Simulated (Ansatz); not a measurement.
# MnS: what the fields show

Input file:

```
crystal:
  lattice:
    - [3.60399524, 0.0, 0.0]
    - [-1.80199762, 3.121151433, 0.0]
    - [0.0, 0.0, 5.8834477936]
  atoms:
    - { symbol: Mn, position: [0.0, 0.0, 0.0], spin: 4.42 }
    - { symbol: S, position: [0.3333333333, 0.6666666667, 0.25], spin: 0.14 }
    - { symbol: Mn, position: [0.0, 0.0, 0.5], spin: 4.42 }
    - { symbol: S, position: [0.6666666667, 0.3333333333, 0.75], spin: 0.14 }
basis:
  ecutwfc: 420
kpoints:
  mp_grid: { grid: [12, 12, 6] }
hamiltonian:
  xc: pbe
scf:
  occupations: { method: gaussian, width: 0.1 }
output:
  forces: true
  stress: true
  eigenvalues: true
  populations: true
  write_density: true
  write_potential: true
  elf: true
  volumetric_format: npy
magnetization:
  spin_polarized: true
relax:
  adjacent_minimum: "off"
  f_tol: 0.01
  max_steps: 45
  cell: { stress_tol: 0.05 }
```

Run with:

```sh
ansatz run input.yaml --threads 2 --pin off --max-ram 4096MiB --backend cpu --events-out ev --progress --plain --runs-dir out
```

Below, planes, directions and counts refer to the conventional cell (a = 3.61 Å, b = 3.61 Å, c = 5.75 Å, α = 90.00°, β = 90.00°, γ = 120.00°).

The fields are those of the relaxed geometry.

Space group P6₃/mmc; a generated structure, not necessarily the stable one; the SCF solution may not be the lowest one; the program warned that another magnetic order may lie lower; spin-polarised.

All numbers below come from DFT PBE, scalar-relativistic, plane waves, PAW in Ansatz 0.2.0.

In a PAW calculation such maps are meaningful between the atoms, not at the nuclei.

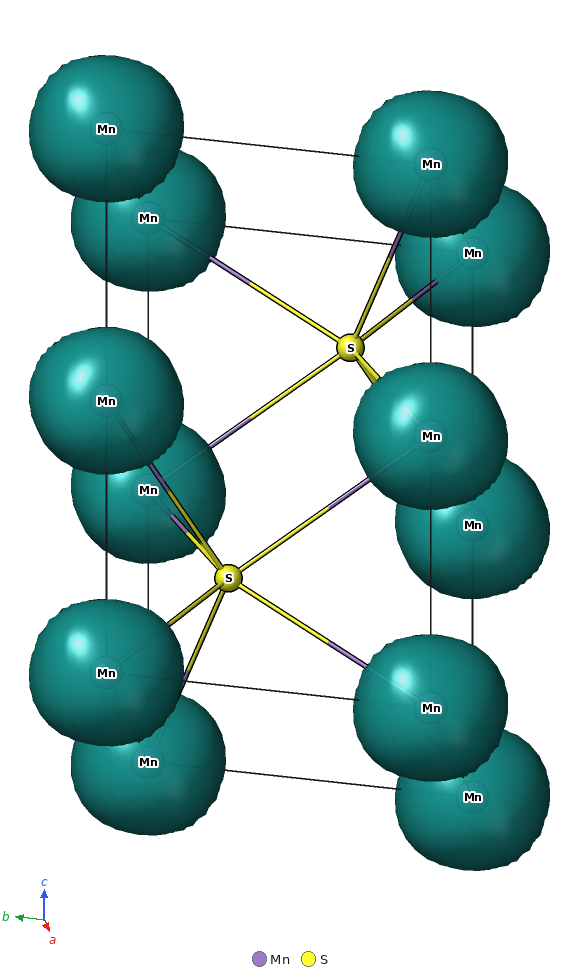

Figure 1. Isosurface of the magnetisation density (up minus down) at +0.4 e/Å³ (teal), seen at an oblique angle. Sticks mark near contacts.

Q: Where is the spin, and how is it ordered?

A: The spin density sits on Mn: +3.7 μB (×2) in one cell of 4 atoms, with smaller moments on S (up to +0.09 μB): parallel main moments (a ferromagnetic arrangement) in this solution. The cell of the calculation (4 atoms) carries 8.3 μB of net spin moment.

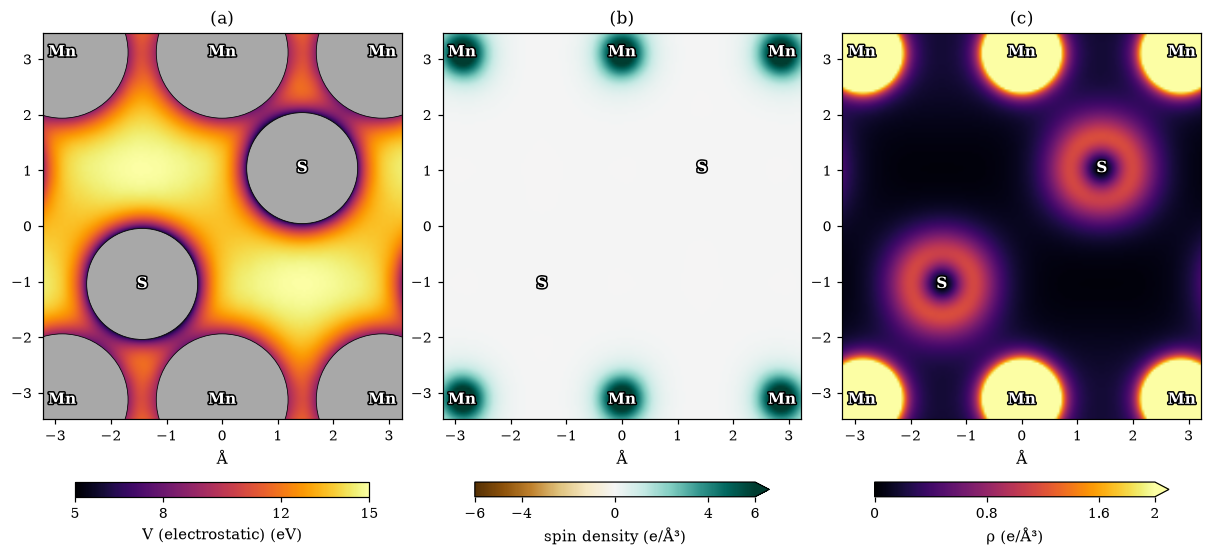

Figure 2. (a) electrostatic potential (local pseudopotential plus Hartree) felt by an electron; (b) spin density (up minus down); (c) valence pseudo-density on the (110) plane of the conventional cell. Grey discs cover the atomic cores in the potential map.

Q: Interpret the plot.

A: The plane passes through Mn and S nuclei.
Mn–S (2.53 Å): ρ is about 0.36 e/Å³ halfway.
Between the atoms the lowest density in this plane is 0.04 e/Å³.

Outside the cores the potential energy rises away from the atoms and is highest about 2.1 Å from the nearest atoms; its zero is arbitrary.

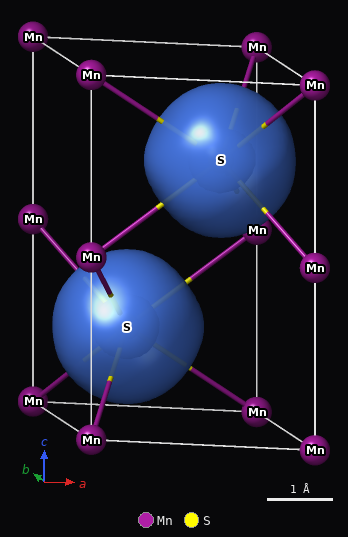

Figure 3. Isosurface of the electron localisation function at 0.65 (blue), seen slightly off an axis. Only the valence region is drawn (cores and ρ < 0.01 e/Å³ removed). Sticks mark near contacts.

Q: What do the ELF domains correspond to?

A: At this value the surface marks out two regions wrapped around S (the valence shell of each), counted in one cell of 4 atoms. Any copies at cell faces, edges or corners count once.


Mn–S (2.53 Å): the ELF peaks at about 0.85 in the valence shell of S, 0.8 Å from its nucleus, and is about 0.40 at the midpoint.
